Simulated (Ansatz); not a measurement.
The calculation's input:

```
crystal:
  lattice:
    - [4.4676279205, 0.0, 0.0]
    - [0.0, 4.4676279205, 0.0]
    - [0.0, 0.0, 4.4676279205]
  atoms:
    - { symbol: Al, position: [-0.0213798157, -0.0019922658, 0.0046878008] }
    - { symbol: Ga, position: [0.5068408578, 0.5018338404, -0.0050615879] }
    - { symbol: Ga, position: [0.5045351604, 0.016635302, 0.4963127106] }
    - { symbol: Ga, position: [-0.0039906397, 0.5011401737, 0.4941915334] }
    - { symbol: "N", position: [0.7636624538, 0.7472410624, 0.2598469276] }
    - { symbol: "N", position: [0.7470644691, 0.2418285618, 0.7627634119] }
    - { symbol: "N", position: [0.2567860756, 0.7497095635, 0.7643452832] }
    - { symbol: "N", position: [0.2464814387, 0.243603762, 0.2229139204] }
basis:
  ecutwfc: 420
kpoints:
  mp_grid: { grid: [6, 6, 6] }
hamiltonian:
  xc: pbesol
scf:
  occupations: { method: gaussian, width: 0.05 }
output:
  forces: true
  stress: true
  eigenvalues: true
  write_density: true
  write_potential: true
  elf: true
  volumetric_format: npy
relax:
  adjacent_minimum: "off"
  f_tol: 0.01
  max_steps: 80
```

Run with:

```sh
ansatz run input.yaml --threads 2 --pin off --max-ram 5120MiB --backend cpu --events-out ev --progress --plain --runs-dir out
```

Below, planes, directions and counts refer to the conventional cell (a = 4.47 Å, b = 4.47 Å, c = 4.47 Å, α = 90.00°, β = 90.00°, γ = 90.00°).

The fields are those of the run's last geometry, not of the input's.

Space group P-43m; a structure from a database of computed crystals, not necessarily the ambient phase; changed on purpose from its base cell (all atoms moved at random, sigma 0.05 A a component; relaxed back).

Theory: DFT PBEsol, scalar-relativistic, plane waves, PAW in Ansatz 0.2.0.

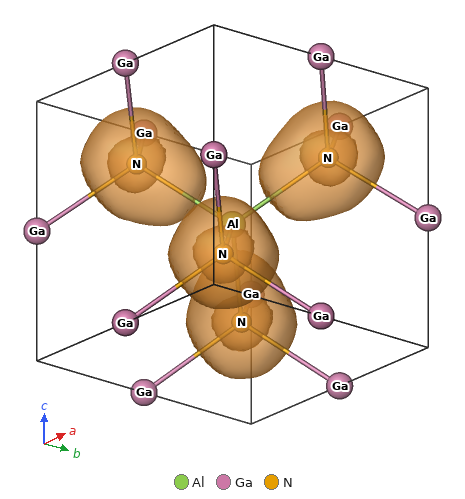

AlGa3N4. Isosurface of the electron localisation function at 0.7 (orange), seen at an oblique angle. Only the valence region is drawn (cores and ρ < 0.01 e/Å³ removed). Sticks mark near contacts.

Q: Identify the bonds, lone pairs and shells in this picture.

A: The ELF exceeds this value in four regions on N in which the atom's valence shell and bonds are merged, counted in one cell of 8 atoms. Regions shared between cells count once. Profiles from the grid: Al–N (1.90 Å): the ELF peaks at about 0.90 between the atoms (a shared but strongly polarised pair). Ga–N (1.95 Å): the ELF peaks at about 0.85 in the valence shell of N, 0.7 Å from its nucleus, and is about 0.45 at the midpoint.
